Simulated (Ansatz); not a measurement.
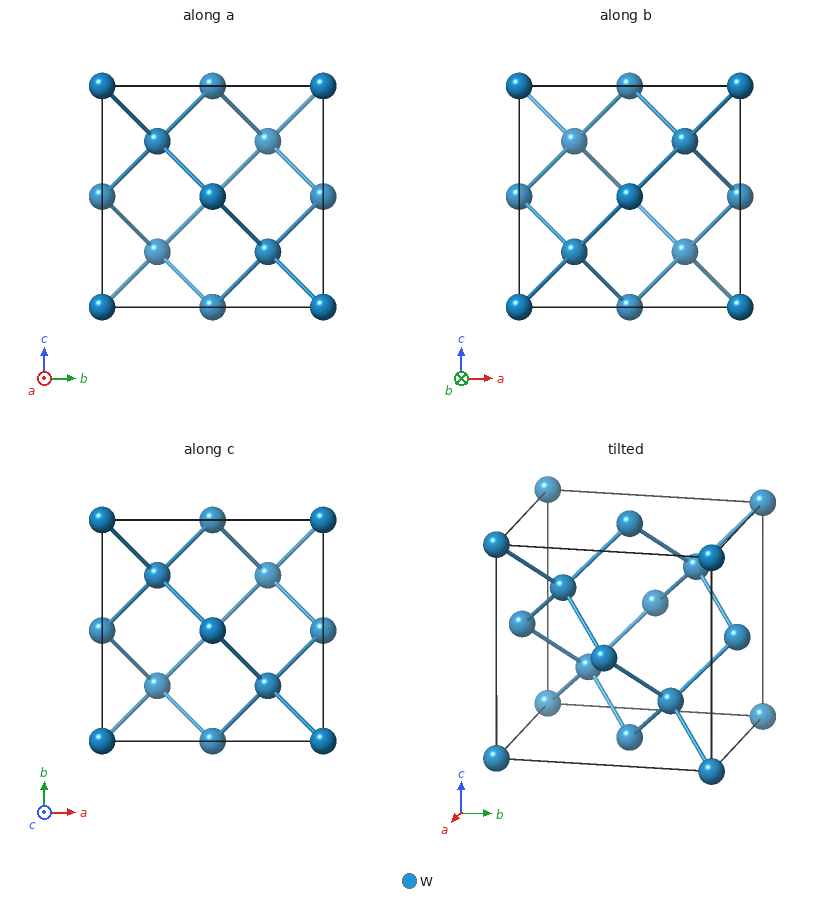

The image is a ball-and-stick drawing of a crystal, viewed along the a axis, along the b axis, along the c axis and slightly off an axis. The frame is the conventional unit cell; atoms at its boundary are shown with their periodic copies.

Lattice parameters: a = 5.915 Å, b = 5.915 Å, c = 5.915 Å, α = 90.00°, β = 90.00°, γ = 90.00°. Put a along x and b in the xy plane.

Convert the drawing into a POSCAR file.

```
W
1.0
     5.915    0.000    0.000
     0.000    5.915    0.000
     0.000    0.000    5.915
W
8
Direct
  0.7500 0.7500 0.2500
  0.0000 0.5000 0.5000
  0.7500 0.2500 0.7500
  0.0000 0.0000 0.0000
  0.2500 0.7500 0.7500
  0.5000 0.5000 0.0000
  0.2500 0.2500 0.2500
  0.5000 0.0000 0.5000
```

The structure was taken from a structure type filled with this element by a generator (whether the element takes this form wasn't checked). Earlier steps of the study may have refined or changed the cell and positions. A calculation with Ansatz used it as input.
